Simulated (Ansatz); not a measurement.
## Meshes and cutoff for the phonons of LiCl (Fm-3m)

How do the frequencies of LiCl (Fm-3m) move with q mesh, k mesh and cutoff?

Program: Ansatz 0.2.0. Level of theory: DFT PBE, scalar-relativistic, plane waves, PAW. Results are calculated unless marked as measured.

The database entry behind the starting cell differs from later determinations by our own check (0.1 to 0.3 % short, probably kX units), so it need not match the best structure at ambient conditions.

### 1. Set-up

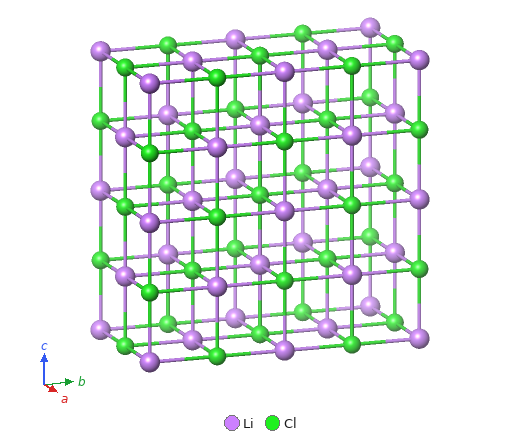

The cell as given, slightly off an axis (lithium purple, chlorine green). 1×2×2 cells are drawn. This picture shows the conventional cell, with its axes. Some periodic images of atoms are drawn too.

### 2. Tight relaxation

Phonons need a cell at rest on their own settings, so the relaxation is repeated with tight tolerances on forces and stress on the k mesh and occupations of the first response run.

input.yaml reads:

```yaml
crystal:
  lattice:
    - [0.0, 2.5751358477, 2.5751358477]
    - [2.5751358477, 0.0, 2.5751358477]
    - [2.5751358477, 2.5751358477, 0.0]
  atoms:
    - { symbol: Li, position: [0.0, 0.0, 0.0] }
    - { symbol: Cl, position: [0.5, 0.5, 0.5] }
kpoints:
  mp_grid: { grid: [8, 8, 8] }
hamiltonian:
  xc: pbe
scf:
  occupations: { method: fixed }
output:
  forces: true
  stress: true
  eigenvalues: true
relax:
  adjacent_minimum: "off"
  f_tol: 0.001
  max_steps: 60
  cell: { stress_tol: 0.01 }
```

Launch:

```console
$ ansatz run input.yaml --threads 4 --pin off --max-ram 7168MiB --backend cpu --events-out ev --progress --plain --runs-dir out
```

Numbers of over 12 decimals in the logs are rounded to 6 here.

Output:

```text
Engine: ansatz 0.2.0, aarch64-unknown-linux-gnu
Pseudopotentials: kind: paw
Pseudopotential: Li, paw, valence charge 3, recommended cutoff 420 eV (normal), Li.paw.azcp
Pseudopotential: Cl, paw, valence charge 7, recommended cutoff 420 eV (normal), Cl.paw.azcp
Functional definition: PBE
  parameter kappa = 0.804
  parameter beta = 0.066725
  exchange = pbe_x(kappa = kappa, mu = beta*pi^2/3)
[...]
--- Relaxed structure (1 steps of the walk, 1 accepted, 1 SCFs on fresh bases) ---
  F+E_penalty+E_count = -1287.83389627 eV   max|allowed force component| = 1.522e-29 eV/Å   (the final SCF, on the basis selected at the relaxed cell)
  cell:  # Å, volume = 34.1531 Å³
    - [0.0, 2.5751358477, 2.5751358477]
    - [2.5751358477, 0.0, 2.5751358477]
    - [2.5751358477, 2.5751358477, 0.0]
  atoms:
    - { symbol: Li, position: [0.0, 0.0, 0.0] }
    - { symbol: Cl, position: [0.500000, 0.500000, 0.500000] }
[key lines of the parts left out:]
SCF converged after 9 iterations
Free energy (F): -1287.833896 eV
Fermi energy:    1.601200 eV
P = ⅓ Tr σ = 0.0025 GPa (0.025 kbar)
```

Wall time 0.55 s (4 threads of Arm Neoverse V2, shared host); peak memory 0.28 GiB; 1.6 s of CPU time.

Little changed from the start: no atom moved by 0.005 Å and no cell edge by 0.1 %.

This step gave:

```yaml
pressure: 0.002546 GPa
gap_on_the_k_mesh: 6.259 eV
volume_per_atom: 17.08 Å³
direct_gap_on_mesh: 6.259 eV
```

The forces vanish by symmetry and the pressure is 0.003 GPa, within the tolerances set. The cell now holds 17.08 Å³/atom.

### 3. Phonons on a q mesh

Stability and thermal properties need the whole zone. Linear response on a 4×4×4 q mesh gives force constants as far as a supercell of that size would, and the tensors from the zone-centre run are typed in so that the long-range dipole term is interpolated apart.

input.yaml, the sections that differ from step 2:

```yaml
output:
  eigenvalues: true
phonons:
  method: dfpt
  qmesh: [4, 4, 4]
  temperatures: { t_max: 1000, t_step: 50 }
  qpath:
    path:
      - [[0.0, 0.0, 0.0], [0.5, 0.0, 0.5], [0.625, 0.25, 0.625]]
      - [[0.375, 0.375, 0.75], [0.0, 0.0, 0.0], [0.5, 0.5, 0.5], [0.5, 0.25, 0.75], [0.5, 0.0, 0.5]]
    npoints: 10
  non_analytic_term:
    high_frequency_dielectric_tensor: [[2.9443, 0.0, 0.0], [0.0, 2.9443, 0.0], [0.0, 0.0, 2.9443]]
    born_effective_charges:
      - { species: Li, tensor: [[1.1875, 0.0, 0.0], [0.0, 1.1875, 0.0], [0.0, 0.0, 1.1875]] }
      - { species: Cl, tensor: [[-1.1875, 0.0, 0.0], [0.0, -1.1875, 0.0], [0.0, 0.0, -1.1875]] }
    source: "zone-centre run at this cell"
# crystal, kpoints, hamiltonian, scf: as in step 2
# relax: removed
```

Output:

```text
[...]
Crystal: 2 atoms, lattice volume = 34.153 Å³
Basis set: ecut = 420 eV, 645 PW (Γ), exchange–correlation on 50×50×50 points (8 copies of the dense FFT grid, shifted against one another)
Bands: 9, of which v1, the nominal top of the filled ones, is band 5 counted from 1 (4 counted from 0)
Symmetry: 48 space group operations
k-points: 29 of 512
[...]
SCF iter   1: F=—  HF=-1287.833970 eV  |F-HF|=—  |Δ(HF+E_count)|=         —  Δρ=2.22e-4  dr2=1.82e-5  ethr=1.77e-3  ⟨swp⟩=5.2  Hψ=1630  notcnv=0  defer=42
[...]
SCF iter   6: F=-1287.833896 eV  HF=-1287.833896 eV  |F-HF|=1.82e-12  |Δ(HF+E_count)|=  1.85e-10  Δρ=6.96e-8  dr2=9.09e-13  ethr=1.00e-12  ⟨swp⟩=7.9  Hψ=1455  notcnv=0
SCF 1 converged in 6 iterations: F = -1287.833896 eV  dr2 = 9.09e-13
[...]
NSCF: frozen V_eff on 29 k-points
[...]
DFPT response loops at q = (0, 0, 0) (fractional): preconditioner auto → none (the input reference at scf.mixing.eps_inf says where Resta's filter doesn't serve); β = 0.50; Broyden in place of MSR1
[...]
SCF converged after 6 iterations
Free energy (F): -1287.833896 eV
[...]
Internal energy: -1287.833896 eV  (E = F + TS)
E sigma→0 (E₀):  -1287.833896 eV
Fermi energy:    1.601200 eV
[...]
--- Band table (eV; the first three rows and the last of 29) ---
[...]
--- Phonons (Γ-DFPT): 2 representative perturbations + reference (Σ response iterations 8) ---
  ASR residual: 1.152e-4 → 0.000e0 eV/Å²; symmetrization residual: 4.610e-7 eV/Å²
  ASR residual per site (eV/Å²): 1.15e-4 9.75e-5
  Γ frequencies (cm⁻¹): 0.00 0.00 0.00 166.97 166.97 166.97
--- Phonons (arbitrary-q DFPT): 8 irreducible q on the 4×4×4 mesh ---
  q = [0.0000, 0.0000, 0.0000] (star 1, of the zone-centre solve; hermiticity 1.55e-6, symmetrization 5.81e-13): -0.00 -0.00 0.00 166.97 166.97 166.97
  q = [0.0000, 0.0000, 0.2500] (star 8, 2 solved perturbations on 288 of 512 k-point pairs; hermiticity 1.71e-7, symmetrization 3.19e-13): 73.93 73.93 142.18 175.92 175.92 385.09
[...]
q = [0.0000, 0.2500, 0.2500] (star 6, 4 solved perturbations in 528 linear systems a pass and spin channel, the states on 164 of 512 k-point pairs; hermiticity 4.05e-8, symmetrization 9.44e-14): 95.25 95.25 141.46 175.72 175.72 310.95
[...]
sum rule: each row above includes the acoustic sum rule's correction from the zone centre's row sums; it moved no ω² by more than (2.12 cm⁻¹)²
  mesh force constants: q→R imaginary residual 9.28e-19; ASR residual 1.152e-4 → 0.000e0 eV/Å²; symmetrization residual 6.661e-16 eV/Å²
  interpolated dispersion: 63 rows × 6 modes
  density of states and harmonic sums: on the 24×24×24 q-mesh, interpolated from the force constants of a 4×4×4 supercell (with the dipole–dipole term of supplied tensors)
  largest difference from the sums on the solved wave vectors: F 1.04e-2 eV, S 1.45e-5 and C_V 3.99e-6 eV/K
  zero-point energy: 0.067173 eV/cell   skipped modes (ω ≤ 0): 3   left out of the sums: 3.62e-5 of the cell's modes: C_V's classical limit lies that fraction below 3 k_B per atom; for a crystal, a wire or a layer, F and S can be off by more, and a phonons.interpolated_qmesh denser along its periods is the remedy for the sampling
```

Wall time 26 s (4 threads); peak memory 0.64 GiB.

Reading the cycles: dr2 is the Hartree energy of the density residual (eV), the measure of convergence; HF is the Harris–Foulkes estimate of the energy, which meets the free energy F at convergence.

This step gave:

```
sum-rule residual before enforcement                    : 1.15e-4 eV/Å²
lowest frequency on the path                            : 0 cm⁻¹
point group                                             : m-3m
highest frequency on the path or at a solved wavevector : 387.5 cm⁻¹
mean frequency                                          : 180.6 cm⁻¹
Debye temperature (second moment)                       : 360 K
logarithmic mean frequency                              : 168 cm⁻¹
highest optical mode at the zone centre (no LO-TO term) : 167.0 cm⁻¹
lowest optical zone-centre mode                         : 167.0 cm⁻¹
lowest mode on the q mesh (acoustic modes at Γ apart)   : 73.93 cm⁻¹
zero-point energy per atom                              : 33.59 meV
heat capacity at 300 K                                  : 23.27 J/(mol atoms K)
vibrational entropy at 300 K                            : 31.19 J/(mol atoms K)
```

Frequencies (cm⁻¹) solved at each irreducible wavevector; negative means imaginary. Frequencies by wavevector, by row:

```
q in reciprocal lattice units  star  mode 1  mode 2  mode 3  mode 4  mode 5  mode 6
                        0 0 0     1       0       0       0     167     167     167
                     0 0 0.25     8    73.9    73.9   142.2   175.9   175.9   385.1
                     0 0 -0.5     4   102.6   102.6   185.2   185.2   201.5   387.5
                  0 0.25 0.25     6    95.2    95.2   141.5   175.7   175.7   310.9
                  0 0.25 -0.5    24   118.8   141.7   180.9     181     195   289.6
                 0 0.25 -0.25    12   101.9   140.2   174.1   182.5   188.8   330.3
                  0 -0.5 -0.5     3   127.1   127.1   180.6   180.6   190.5   209.5
              0.25 -0.5 -0.25     6   144.2   166.8   166.8   197.2   197.2   235.9
```

Interpolated from a 4×4×4 q mesh, with the LO-TO term (at Γ the limit along the path; where Γ stands inside the path, tables give the limit on arrival). Phonon branches along the path, in cm⁻¹:

```
    point  branch 1  branch 2  branch 3  branch 4  branch 5  branch 6
        Γ         0         0         0       167       167       383
        X       127       127       181       181       190       210
        U       125       164       179       186       203       245
jump to K       125       164       179       186       203       245
        Γ         0         0         0       167       167       383
        L       103       103       185       185       202       388
        W       144       167       167       197       197       236
        X       127       127       181       181       190       210
```

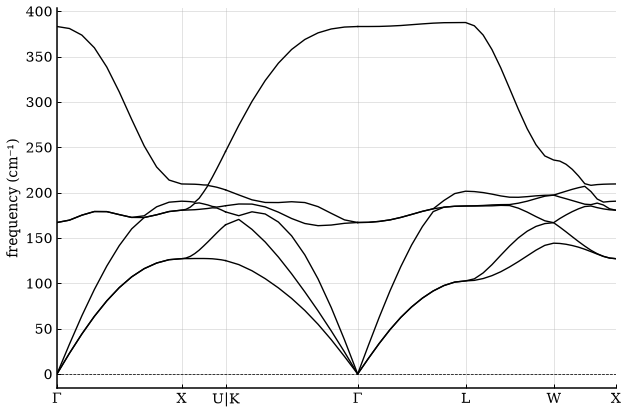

Phonon branches along the path.

Symmetry leaves 8 wavevectors to solve. The lowest mode among them, the acoustic zeros apart, lies at q = (0, 0, 0.25) and is real, 73.9 cm⁻¹.

### 4. Another q mesh, q mesh 2×2×2

The q mesh is changed to 2×2×2, to see how far the force constants must reach.

input.yaml, as its differences from that of step 3:

```diff
@@ -18,3 +18,3 @@
   method: dfpt
-  qmesh: [4, 4, 4]
+  qmesh: [2, 2, 2]
   temperatures: { t_max: 1000, t_step: 50 }
```

Output:

```text
[...]
Crystal: 2 atoms, lattice volume = 34.153 Å³
Basis set: ecut = 420 eV, 645 PW (Γ), exchange–correlation on 50×50×50 points (8 copies of the dense FFT grid, shifted against one another)
Bands: 9, of which v1, the nominal top of the filled ones, is band 5 counted from 1 (4 counted from 0)
Symmetry: 48 space group operations
k-points: 29 of 512
[...]
SCF iter   1: F=—  HF=-1287.833970 eV  |F-HF|=—  |Δ(HF+E_count)|=         —  Δρ=2.22e-4  dr2=1.82e-5  ethr=1.77e-3  ⟨swp⟩=5.2  Hψ=1630  notcnv=0  defer=42
[...]
SCF iter   6: F=-1287.833896 eV  HF=-1287.833896 eV  |F-HF|=1.82e-12  |Δ(HF+E_count)|=  1.85e-10  Δρ=6.96e-8  dr2=9.09e-13  ethr=1.00e-12  ⟨swp⟩=7.9  Hψ=1455  notcnv=0
SCF 1 converged in 6 iterations: F = -1287.833896 eV  dr2 = 9.09e-13
[...]
SCF converged after 6 iterations
Free energy (F): -1287.833896 eV
[...]
Internal energy: -1287.833896 eV  (E = F + TS)
E sigma→0 (E₀):  -1287.833896 eV
Fermi energy:    1.601200 eV
[...]
--- Band table (eV; the first three rows and the last of 29) ---
[...]
ASR residual: 1.152e-4 → 0.000e0 eV/Å²; symmetrization residual: 4.610e-7 eV/Å²
  ASR residual per site (eV/Å²): 1.15e-4 9.75e-5
  Γ frequencies (cm⁻¹): 0.00 0.00 0.00 166.97 166.97 166.97
--- Phonons (arbitrary-q DFPT): 3 irreducible q on the 2×2×2 mesh ---
[...]
interpolated dispersion: 63 rows × 6 modes
[...]
```

It took 4.8 s on 4 threads; peak memory 0.46 GiB; 17 s of CPU time.

This step gave:

```yaml
mean_frequency: 182.4 cm⁻¹
debye_temperature_second_moment: 365 K
logarithmic_mean_frequency: 168.7 cm⁻¹
lowest_mode_on_the_q_mesh_acoustic_modes_at_gamma_apart: 102.6 cm⁻¹
zero_point_energy_per_atom: 33.91 meV
heat_capacity_at_300_k: 23.22 J/(mol atoms K)
vibrational_entropy_at_300_k: 31.12 J/(mol atoms K)
```

Frequencies (cm⁻¹) solved at each irreducible wavevector; negative means imaginary. Frequencies by wavevector, by row:

```
q in reciprocal lattice units  star  mode 1  mode 2  mode 3  mode 4  mode 5  mode 6
                        0 0 0     1       0       0       0     167     167     167
                     0 0 -0.5     4   102.6   102.6   185.2   185.2   201.5   387.5
                  0 -0.5 -0.5     3   127.1   127.1   180.6   180.6   190.5   209.5
```

Interpolated from a 2×2×2 q mesh, rough between the solved points, with the LO-TO term (at Γ the limit along the path; where Γ stands inside the path, tables give the limit on arrival). The phonon branches at the labelled points (cm⁻¹):

```
    point  branch 1  branch 2  branch 3  branch 4  branch 5  branch 6
        Γ         0         0         0       167       167       383
        X       127       127       181       181       190       210
        U       118       159       172       174       222       249
jump to K       118       159       172       174       222       249
        Γ         0         0         0       167       167       383
        L       103       103       185       185       202       388
        W       139       161       161       214       215       215
        X       127       127       181       181       190       210
```

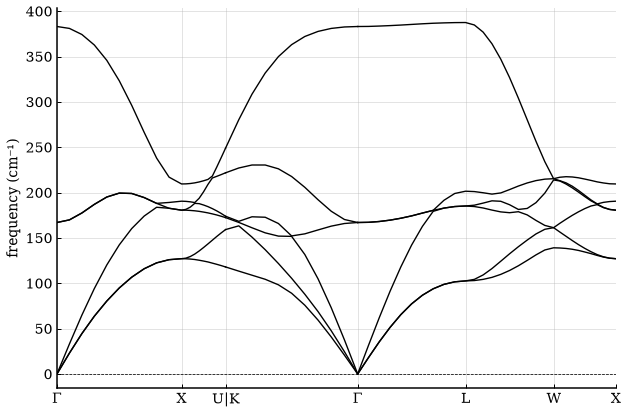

Phonon branches along the path.

The mean frequency is 182.4 cm⁻¹, +1.8 cm⁻¹ against the base run.

The highest branch reaches 388 cm⁻¹ on this path, at L. No branch goes imaginary on this path.

### 5. Another q mesh, k-mesh 9×9×9, q mesh 3×3×3

The q mesh is changed to 3×3×3, to see how far the force constants must reach; the k mesh is 9×9×9, against 8×8×8 in the base run, so that the q mesh divides it.

input.yaml, as its differences from that of step 4:

```diff
@@ -9,3 +9,3 @@
 kpoints:
-  mp_grid: { grid: [8, 8, 8] }
+  mp_grid: { grid: [9, 9, 9] }
 hamiltonian:
@@ -18,3 +18,3 @@
   method: dfpt
-  qmesh: [2, 2, 2]
+  qmesh: [3, 3, 3]
   temperatures: { t_max: 1000, t_step: 50 }
```

Output:

```text
[...]
Crystal: 2 atoms, lattice volume = 34.153 Å³
Basis set: ecut = 420 eV, 645 PW (Γ), exchange–correlation on 50×50×50 points (8 copies of the dense FFT grid, shifted against one another)
Bands: 9, of which v1, the nominal top of the filled ones, is band 5 counted from 1 (4 counted from 0)
Symmetry: 48 space group operations
k-points: 35 of 729
[...]
E sigma→0 (E₀):  -1287.833899 eV
Fermi energy:    1.601192 eV
[...]
--- Band table (eV; the first three rows and the last of 35) ---
[...]
ASR residual: 1.194e-4 → 0.000e0 eV/Å²; symmetrization residual: 2.927e-7 eV/Å²
  ASR residual per site (eV/Å²): 1.19e-4 6.61e-6
  Γ frequencies (cm⁻¹): 0.00 0.00 0.00 166.98 166.98 166.98
--- Phonons (arbitrary-q DFPT): 4 irreducible q on the 3×3×3 mesh ---
[...]
interpolated dispersion: 63 rows × 6 modes
[...]
[key lines of the parts left out:]
SCF converged after 8 iterations
Free energy (F): -1287.833899 eV
```

Run time: 16 s. Hardware: 4 threads; peak memory 0.56 GiB; 60 s of CPU time.

The mean frequency is 180.4 cm⁻¹, -0.2 cm⁻¹ against the base run, whose k mesh differs too.

### 6. Another q mesh, k-mesh 12×12×12, q mesh 6×6×6

The q mesh is changed to 6×6×6, to see how far the force constants must reach; the k mesh is 12×12×12, against 8×8×8 in the base run, so that the q mesh divides it.

input.yaml, as its differences from that of step 5:

```diff
@@ -9,3 +9,3 @@
 kpoints:
-  mp_grid: { grid: [9, 9, 9] }
+  mp_grid: { grid: [12, 12, 12] }
 hamiltonian:
@@ -18,3 +18,3 @@
   method: dfpt
-  qmesh: [3, 3, 3]
+  qmesh: [6, 6, 6]
   temperatures: { t_max: 1000, t_step: 50 }
```

Output:

```text
[...]
Crystal: 2 atoms, lattice volume = 34.153 Å³
Basis set: ecut = 420 eV, 645 PW (Γ), exchange–correlation on 50×50×50 points (8 copies of the dense FFT grid, shifted against one another)
Bands: 9, of which v1, the nominal top of the filled ones, is band 5 counted from 1 (4 counted from 0)
Symmetry: 48 space group operations
k-points: 72 of 1728
[...]
E sigma→0 (E₀):  -1287.833900 eV
Fermi energy:    1.603909 eV
[...]
--- Band table (eV; the first three rows and the last of 72) ---
[...]
ASR residual: 1.560e-4 → 0.000e0 eV/Å²; symmetrization residual: 4.914e-7 eV/Å²
  ASR residual per site (eV/Å²): 1.18e-4 1.56e-4
  Γ frequencies (cm⁻¹): 0.00 0.00 0.00 166.98 166.98 166.98
--- Phonons (arbitrary-q DFPT): 16 irreducible q on the 6×6×6 mesh ---
[...]
interpolated dispersion: 63 rows × 6 modes
[...]
[key lines of the parts left out:]
SCF converged after 7 iterations
Free energy (F): -1287.833900 eV
```

Elapsed: 4 min, on 4 threads; peak memory 1.3 GiB.

The mean frequency is 180.6 cm⁻¹, +0.0 cm⁻¹ against the base run, whose k mesh differs too.

### 7. Comparing the runs

Times are for 4 threads of Arm Neoverse V2, shared host. The runs compared:

```
no.  q mesh    k-mesh  mean frequency (cm⁻¹)  zero-point energy per atom (meV)  lowest frequency on the path (cm⁻¹)   time  memory (GiB)
  1   2×2×2     8×8×8                  182.4                             33.91                                    0  4.8 s          0.46
  2   3×3×3     9×9×9                  180.4                             33.55                                    0   16 s          0.56
  3   6×6×6  12×12×12                  180.6                             33.58                                    0  4 min           1.3
```

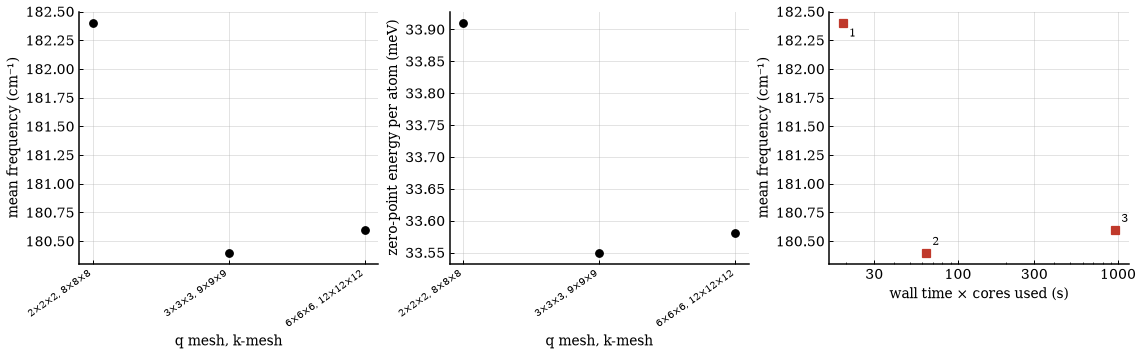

The series as plots; the last panel sets the first result against cost, with the runs numbered as in the table.

The phonon density of states has structure finer than the step of the table below, so its rows give means over 25 cm⁻¹, whole bins alone (the curve runs from 2.5 to 388 cm⁻¹). Peaks (cm⁻¹: height): 2×2×2, 8×8×8 107.5: 0.0410, 177.5: 0.0845; 3×3×3, 9×9×9 127.5: 0.0351, 182.5: 0.120; 6×6×6, 12×12×12 127.5: 0.0402, 182.5: 0.188.

The runs together. The phonon density of states by wavenumber; means over each step; values in 1/cm⁻¹/cell:

```
wavenumber (cm⁻¹)  2×2×2, 8×8×8  3×3×3, 9×9×9  6×6×6, 12×12×12
               25        4.8e-4        7.6e-4           5.8e-4
               50       0.00224       0.00305          0.00257
               75       0.00704       0.00788          0.00744
              100        0.0278        0.0226           0.0227
              125        0.0340        0.0331           0.0341
              150        0.0215        0.0196           0.0195
              175        0.0624        0.0775           0.0815
              200        0.0346        0.0372           0.0322
              225        0.0128       0.00266          0.00294
              250       0.00372       0.00402          0.00489
              275       0.00460       0.00459          0.00553
              300       0.00546       0.00522          0.00598
              325       0.00647       0.00602          0.00642
              350       0.00785       0.00723          0.00692
              375       0.00893       0.00844          0.00681
```

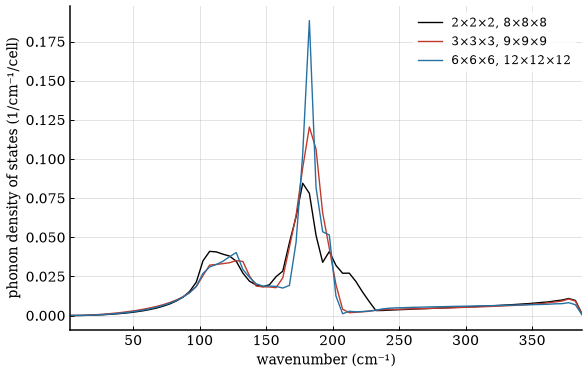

Phonon density of states against wavenumber.

The runs together, line C_V. C_V against temperature; values in J/mol-atom/K:

```
temperature (K)  2×2×2, 8×8×8  3×3×3, 9×9×9  6×6×6, 12×12×12
              0             0             0                0
             50          5.71          5.72             5.65
            100          14.8          15.0             14.9
            150          19.2          19.3             19.3
            200          21.4          21.5             21.5
            250          22.5          22.6             22.6
            300          23.2          23.3             23.3
            350          23.7          23.7             23.7
            400          23.9          24.0             24.0
            450          24.1          24.2             24.2
            500          24.3          24.3             24.3
            550          24.4          24.4             24.4
            600          24.5          24.5             24.5
            650          24.6          24.6             24.6
            700          24.6          24.6             24.6
            750          24.6          24.7             24.7
            800          24.7          24.7             24.7
            850          24.7          24.7             24.7
            900          24.7          24.7             24.7
            950          24.8          24.8             24.8
           1000          24.8          24.8             24.8
```

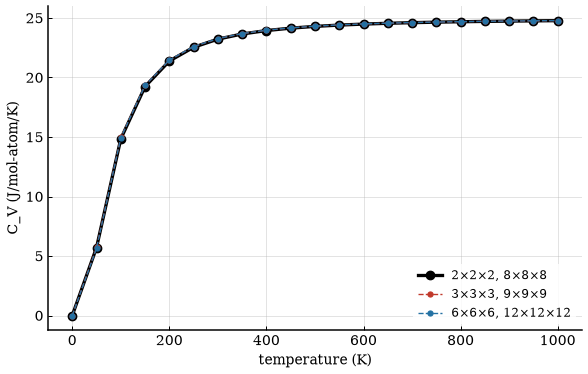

C_V against temperature.

(Continued in part 2 of 3.)

[Logs are printed without paths, hosts, clocks, repeated set-up lines and the standing remarks that a program may print on its own settings, such as how far it seeks lower states.]

[Hosts, paths, dates, database ids (printed as entryN), source tags and the programs' standing remarks are cut or masked in the printed files.]
